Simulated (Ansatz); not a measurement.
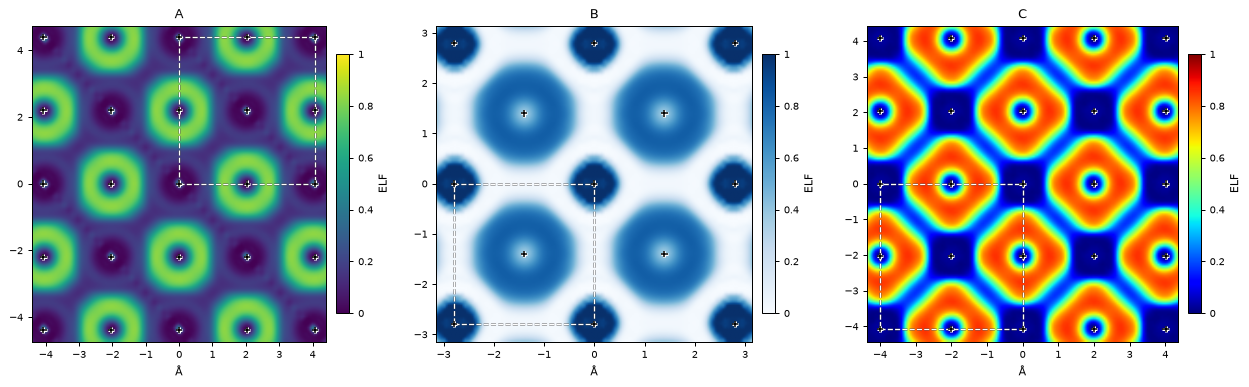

The electron localisation function of 3 systems, each on a plane through atoms (crosses mark nuclei in the plane).

Method: DFT, HSE06, plane waves, PAW in Ansatz 0.2.0.

System 1: GaN, the (110) plane of the conventional cell. Space group I4/mmm; started from the rocksalt prototype, which need not be the ambient phase; changed on purpose from its base cell (epitaxial xy strain +4.0%); computed pressure about −9 GPa in this cell.

```
CELL_PARAMETERS angstrom
2.19286 -2.19286 0.00000
2.19286 2.19286 0.00000
0.00000 0.00000 4.06852
ATOMIC_POSITIONS crystal
Ga 0.00000 0.00000 0.00000
Ga 0.50000 0.50000 0.50000
N 0.50000 0.50000 0.00000
N 0.00000 0.00000 0.50000
```

System 2: LiF, the (001) plane of the conventional cell. Space group I4/mmm; started from the rocksalt prototype, which need not be the ambient phase; changed on purpose from its base cell (epitaxial xy strain -1.0%); computed pressure about 2 GPa in this cell.

```
Li F
1.0
     1.97492   -1.97492    0.00000
     1.97492    1.97492    0.00000
     0.00000    0.00000    4.01819
Li F
2 2
Direct
  0.00000 0.00000 0.00000
  0.50000 0.50000 0.50000
  0.50000 0.50000 0.00000
  0.00000 0.00000 0.50000
```

System 3: AlN, the (11̄0) plane of the conventional cell. Space group I4/mmm; started from the rocksalt prototype, which need not be the ambient phase; changed on purpose from its base cell (epitaxial xy strain +1.0%); computed pressure about −5 GPa in this cell.

```xyz
4
Lattice="2.0391 -2.0391 0.0000 2.0391 2.0391 0.0000 0.0000 0.0000 4.0076" Properties=species:S:1:pos:R:3 pbc="T T T"
Al    0.0000    0.0000    0.0000
Al    2.0391    0.0000    2.0038
N     2.0391    0.0000    0.0000
N     0.0000    0.0000    2.0038
```

Q: Match each panel to its system.

A: Panel A is system 1, GaN: the plane holds Ga and N. Ga–N (2.03 Å): the ELF peaks at about 0.85 in the valence shell of N, 0.7 Å from its nucleus, and is about 0.40 at the midpoint. Panel B is system 2, LiF: the plane holds Li and F. Li–F (1.97 Å): the ELF peaks at about 0.80 in the valence shell of F, 0.6 Å from its nucleus, and falls to about 0 next to Li; a largely ionic contact. Panel C is system 3, AlN: the plane holds Al and N. Al–N (2.00 Å): the ELF peaks at about 0.85 in the valence shell of N, 0.8 Å from its nucleus, and is about 0.80 at the midpoint.
